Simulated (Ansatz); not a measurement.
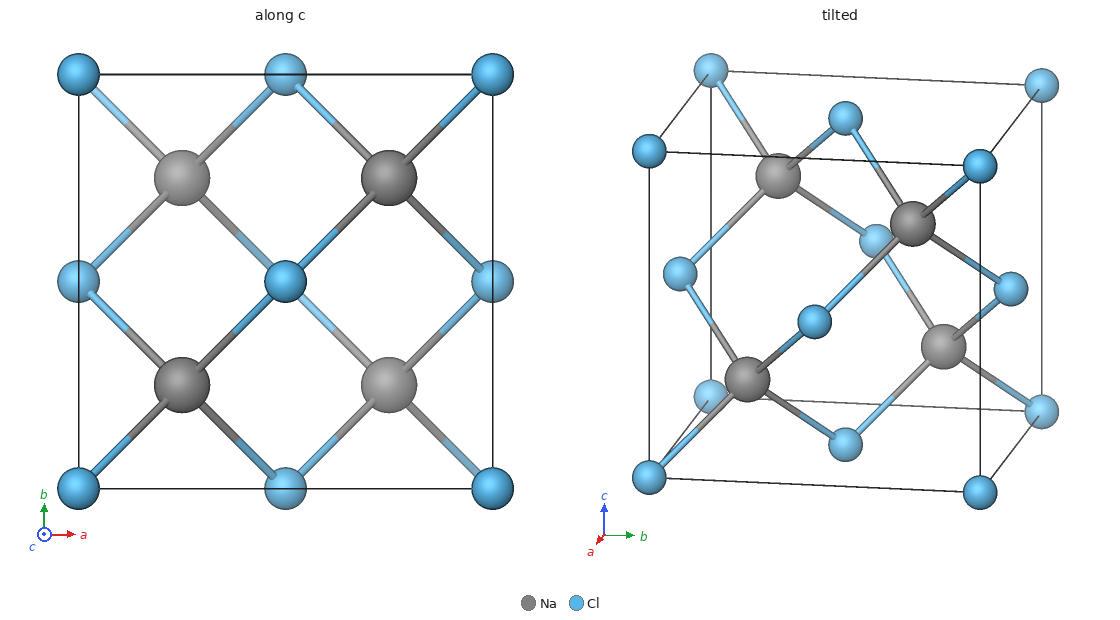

View along the c axis and slightly off an axis, drawn as a ball-and-stick model. The conventional unit cell is drawn as a box.

NaCl, space group F-43m (No. 216), a = 6.25 Å, b = 6.25 Å, c = 6.25 Å, α = 90.00°, β = 90.00°, γ = 90.00°.

All computed values are from DFT r2SCAN, scalar-relativistic, plane waves, PAW (Ansatz 0.2.0). Settings: a kinetic-energy cutoff of 500 eV, k-points about 0.29 Å⁻¹ apart, Gaussian smearing of 0.02 eV, no spin polarisation.

Question: Classify it as metallic or gapped, with the value.

Answer: An insulator at this level, with a gap of 5.47 eV on the k-mesh (the true edges may lie between mesh points, so the gap can be somewhat smaller).

Source of the structure: a structure type filled with these elements by a generator (whether the compound takes this form wasn't checked). Earlier steps of the study may have refined or changed the cell and positions. A calculation with Ansatz used it as input.
